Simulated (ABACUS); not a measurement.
# Band-structure run of SiC (part 2 of 2)

The same run, continued: SiC (F-43m, 2 atoms in the cell); Kohn-Sham DFT of a periodic cell, r2SCAN, SG15 ONCV 1.2 PBE, no spin polarisation (ABACUS 3.10.1); cutoff 1292.54 eV, 6×6×6 k-mesh, fermi-dirac of 0.05 eV. The structure derives from an entry of the Crystallography Open Database.

Geometry of the input (Å; fractional positions):
```
0.0000  2.1790  2.1790
2.1790  0.0000  2.1790
2.1790  2.1790  0.0000
Si 0.0000  0.0000  0.0000
C  0.7500  0.7500  0.7500
```

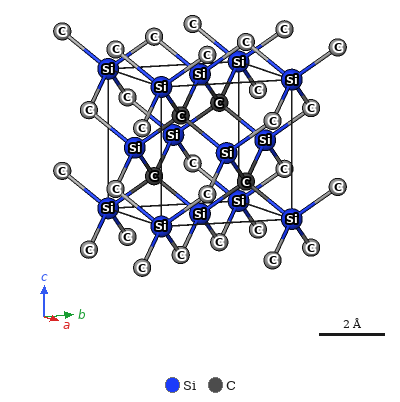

*The structure as given in the input (ball-and-stick view of the cell 4 times as large as that of the calculation, set on its symmetry axes, seen slightly off an axis; neighbours outside the cell are drawn fainter).*

Log, continued:
```
 -------------------------------------------
 SELF-CONSISTENT
 -------------------------------------------
                                 init_chg = atomic

 PW ALGORITHM --------------- ION=   1  ELEC=   1--------------------------------

 Density error is 0.361538738876
                          Error Threshold = 0.01
----------------------------------------------------------
     Energy           Rydberg                 eV
----------------------------------------------------------
 E_KohnSham     -19.2058803879       -261.3094083825
 E_Harris       -18.1007685730       -246.2735907719
 E_Fermi        0.6738053679         9.1675923464
----------------------------------------------------------

 PW ALGORITHM --------------- ION=   1  ELEC=   2--------------------------------

 Density error is 0.0321715644936
                          Error Threshold = 0.00451923423595
----------------------------------------------------------
     Energy           Rydberg                 eV
----------------------------------------------------------
 E_KohnSham     -19.2978105929       -262.5601829885
 E_Harris       -19.5893432922       -266.5266888526
 E_Fermi        0.7597101889         10.3363873976
----------------------------------------------------------

 PW ALGORITHM --------------- ION=   1  ELEC=   3--------------------------------

 Density error is 0.00155479246401
                          Error Threshold = 0.00040214455617
----------------------------------------------------------
     Energy           Rydberg                 eV
----------------------------------------------------------
 E_KohnSham     -19.3052267138       -262.6610844894
 E_Harris       -19.2698292927       -262.1794778677
 E_Fermi        0.7461780781         10.1522735847
----------------------------------------------------------

 PW ALGORITHM --------------- ION=   1  ELEC=   4--------------------------------

 Density error is 1.08197789848e-05
                          Error Threshold = 1.94349058001e-05
----------------------------------------------------------
     Energy           Rydberg                 eV
----------------------------------------------------------
 E_KohnSham     -19.3054873079       -262.6646300537
 E_Harris       -19.3032624276       -262.6343590043
 E_Fermi        0.7526075288         10.2397507492
----------------------------------------------------------

 PW ALGORITHM --------------- ION=   1  ELEC=   5--------------------------------

 Density error is 1.11132890552e-06
                          Error Threshold = 1.3524723731e-07
----------------------------------------------------------
     Energy           Rydberg                 eV
----------------------------------------------------------
 E_KohnSham     -19.3054922514       -262.6646973137
 E_Harris       -19.3062076379       -262.6744306469
 E_Fermi        0.7525714739         10.2392601976
----------------------------------------------------------

 PW ALGORITHM --------------- ION=   1  ELEC=   6--------------------------------

 Density error is 6.27784356724e-09
                          Error Threshold = 1.3891611319e-08
----------------------------------------------------------
     Energy           Rydberg                 eV
----------------------------------------------------------
 E_KohnSham     -19.3054924800       -262.6647004245
 E_KS(sigma->0) -19.3054924800       -262.6647004236
 E_Harris       -19.3055178241       -262.6650452489
 E_band         1.8432461002         25.0786497788
 E_one_elec     5.3518118364         72.8151355989
 E_Hartree      2.3692855955         32.2357842882
 E_xc           -6.0953681423        -82.9317381428
 E_Ewald        -20.9312217695       -284.7838821670
 E_entropy(-TS) -0.0000000001        -0.0000000018
 E_descf        0.0000000000         0.0000000000
 E_exx          0.0000000000         0.0000000000
 E_Fermi        0.7526247469         10.2399850131
----------------------------------------------------------

 charge density convergence is achieved
 final etot is -262.66470042 eV
 EFERMI = 10.239985013 eV

 STATE ENERGY(eV) AND OCCUPATIONS    NSPIN == 1
 1/4 kpoint (Cartesian) = 0.0000 0.0000 0.0000 (2133 pws)
       1       -6.93991     0.00925926
       2        9.38124     0.00925926
       3        9.38124     0.00925926
       4        9.38124     0.00925926
       5        15.9673    1.65780e-52
       6        17.1892    4.03782e-63
       7        17.1892    4.03782e-63
       8        17.1892    4.03782e-63
       9        24.6811        0.00000
      10        24.6811        0.00000
      11        26.9328        0.00000
      12        27.8244        0.00000
      13        27.8244        0.00000
      14        27.8244        0.00000

 2/4 kpoint (Cartesian) = 0.038244 0.038244 0.038244 (2169 pws)
       1       -6.38073      0.0740741
       2        6.86819      0.0740741
       3        9.03061      0.0740741
       4        9.03061      0.0740741
       5        16.1431    3.94506e-53
       6        17.7513    4.23971e-67
       7        17.7513    4.23971e-67
       8        18.3437    3.02969e-72
       9        23.1334        0.00000
      10        23.1334        0.00000
      11        26.0978        0.00000
      12        29.5274        0.00000
      13        31.2559        0.00000
      14        31.2559        0.00000

 3/4 kpoint (Cartesian) = 0.076488 0.076488 0.076488 (2181 pws)
       1       -4.80936      0.0740741
       2        2.88603      0.0740741
       3        8.48284      0.0740741
       4        8.48284      0.0740741
       5        15.4580    3.52090e-47
       6        17.5786    1.33921e-65
       7        17.5786    1.33921e-65
       8        20.1569    5.40441e-88
       9        24.5499        0.00000
      10        24.5499        0.00000
      11        25.6406        0.00000
      12        33.3497        0.00000
      13        34.0330        0.00000
      14        34.0330        0.00000

 4/4 kpoint (Cartesian) = 0.11473 0.11473 0.11473 (2186 pws)
       1       -3.31839      0.0370370
       2       0.487192      0.0370370
       3        8.25987      0.0370370
       4        8.25987      0.0370370
       5        15.1880    3.89941e-45
       6        17.1434    4.04074e-62
       7        17.1434    4.04074e-62
       8        20.3449        0.00000
       9        26.7141        0.00000
      10        27.8119        0.00000
      11        27.8119        0.00000
      12        30.7442        0.00000
      13        30.7442        0.00000
      14        33.0516        0.00000

------------------------------------------------------------------------------------------
 TOTAL-FORCE (eV/Angstrom)
------------------------------------------------------------------------------------------
                       Si1         0.0000000000         0.0000000000         0.0000000000
                        C1         0.0000000000         0.0000000000         0.0000000000
------------------------------------------------------------------------------------------

----------------------------------------------------------------
 TOTAL-STRESS (KBAR)
----------------------------------------------------------------
        12.1954853738        -0.0000000000        -0.0000000000
        -0.0000000000        12.1954853738         0.0000000000
        -0.0000000000         0.0000000000        12.1954853738
----------------------------------------------------------------
 TOTAL-PRESSURE: 12.195485 KBAR

 --------------------------------------------
 !FINAL_ETOT_IS -262.6647004244638879 eV
 --------------------------------------------
```

Standard output:
```
ABACUS v3.10.1

               Atomic-orbital Based Ab-initio Computation at UStc

 dft_functional readin is: MGGA_X_R2SCAN+MGGA_C_R2SCAN
 dft_functional in pseudopot file is: PBE
 Please make sure this is what you need
 dft_functional readin is: MGGA_X_R2SCAN+MGGA_C_R2SCAN
 dft_functional in pseudopot file is: PBE
 Please make sure this is what you need
 UNIFORM GRID DIM        : 40 * 40 * 40
 UNIFORM GRID DIM(BIG)   : 40 * 40 * 40
func,idMGGA_X_R2SCAN 497
func,idMGGA_C_R2SCAN 498
 ---------------------------------------------------------
 Self-consistent calculations for electrons
 ---------------------------------------------------------
 SPIN    KPOINTS         PROCESSORS  THREADS
 1       16              4           4
 ---------------------------------------------------------
 Use plane wave basis
 ---------------------------------------------------------
 ELEMENT NATOM       XC
 Si      1
 C       1
 ---------------------------------------------------------
 Initial plane wave basis and FFT box
 ---------------------------------------------------------
 -------------------------------------------
 SELF-CONSISTENT :
 -------------------------------------------
 START CHARGE      : atomic
 ITER       ETOT/eV          EDIFF/eV         DRHO         DKIN     TIME/s
 DA1     -2.61309408e+02   0.00000000e+00   3.6154e-01   1.7781e-01   1.88
 DA2     -2.62560183e+02  -1.25077461e+00   3.2172e-02   9.9298e-02   0.79
 DA3     -2.62661084e+02  -1.00901501e-01   1.5548e-03   1.1227e-02   0.82
 DA4     -2.62664630e+02  -3.54556428e-03   1.0820e-05   1.4236e-03   1.10
 DA5     -2.62664697e+02  -6.72599578e-05   1.1113e-06   2.8025e-04   1.15
 DA6     -2.62664700e+02  -3.11077829e-06   6.2778e-09   1.0425e-04   1.02
----------------------------------------------------------------
 TOTAL-STRESS (KBAR)
----------------------------------------------------------------
        12.1954853738        -0.0000000000        -0.0000000000
        -0.0000000000        12.1954853738         0.0000000000
        -0.0000000000         0.0000000000        12.1954853738
----------------------------------------------------------------
 TOTAL-PRESSURE: 12.195485 KBAR
```

Summary:

```tsv
quantity	value
outcome	converged
space group (tolerance 0.01 Å)	F-43m (216)
electrons treated	8
free energy	−262.6647 eV
Fermi energy of the self-consistent step	10.240 eV
gap on the k-point mesh	1.72 eV
pressure	1.22 GPa
largest force (length of the vector)	under 0.001 eV/Å
hardware	4 threads of Intel Xeon (Sapphire Rapids), 64 GiB of memory available, shared host
wall time	7.7 s (CPU time 30 s)
peak memory	0.32 GiB
```
